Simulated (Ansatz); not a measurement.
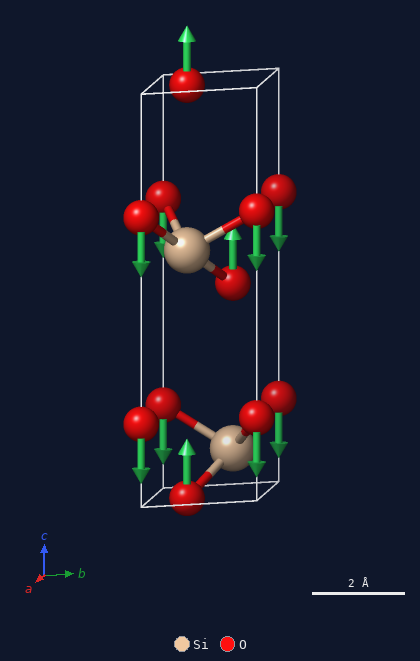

One vibrational mode of a crystal of SiO2 (a generated structure) at the zone centre. Displacements are drawn as green arrows; their common scale and sign are arbitrary. Style: ball-and-stick. Shown: the cell of the calculation, slightly off an axis.

Computed with Ansatz 0.2.0, DFT PBE+D3(BJ), scalar-relativistic, plane waves, PAW.

Input file:
```yaml
crystal:
  lattice:
    - [2.6869679503, 0.0, 0.0]
    - [-1.3434839752, 2.3269825041, 0.0]
    - [0.0, 0.0, 9.171493105]
  atoms:
    - { symbol: Si, position: [0.3333333333, 0.6666666667, 0.101114011] }
    - { symbol: Si, position: [0.6666666667, 0.3333333333, 0.601114011] }
    - { symbol: O, position: [0.0, 0.0, 0.2008763838] }
    - { symbol: O, position: [0.6666666667, 0.3333333333, 0.0012939452] }
    - { symbol: O, position: [0.0, 0.0, 0.7008763838] }
    - { symbol: O, position: [0.3333333333, 0.6666666667, 0.5012939452] }
basis:
  ecutwfc: 420
kpoints:
  mp_grid: { grid: [12, 12, 4] }
hamiltonian:
  xc: pbe
  dispersion: d3bj
scf:
  occupations: { method: fixed }
output:
  eigenvalues: true
phonons:
  method: dfpt
  dielectric: true
  rigid_motions: translations
  eigenvectors: true
  qmesh: [3, 3, 1]
  temperatures: { t_max: 1000, t_step: 100 }
  qpath:
    path:
      - [[0.0, 0.0, 0.0], [0.5, 0.0, 0.0], [0.33333333, 0.33333333, 0.0], [0.0, 0.0, 0.0], [0.0, 0.0, 0.5], [0.5, 0.0, 0.5], [0.33333333, 0.33333333, 0.5], [0.0, 0.0, 0.5]]
      - [[0.5, 0.0, 0.5], [0.5, 0.0, 0.0]]
      - [[0.33333333, 0.33333333, 0.5], [0.33333333, 0.33333333, 0.0]]
    npoints: 8
```

Command:
```bash
ansatz run input.yaml --threads 1 --pin off --max-ram 2560MiB --backend cpu --events-out ev --progress --plain --runs-dir out
```

Frequencies are those without the non-analytic (LO–TO) term.

Give the symmetry, activity and frequency of this mode.

Answer. This is the A₁ mode at 693 cm⁻¹, optical level 7 of 9, counted from below, infrared- and Raman-active by symmetry. The Si atoms stay at rest; the O (2a) sublattice moves against the O (2b) sublattice, along c.
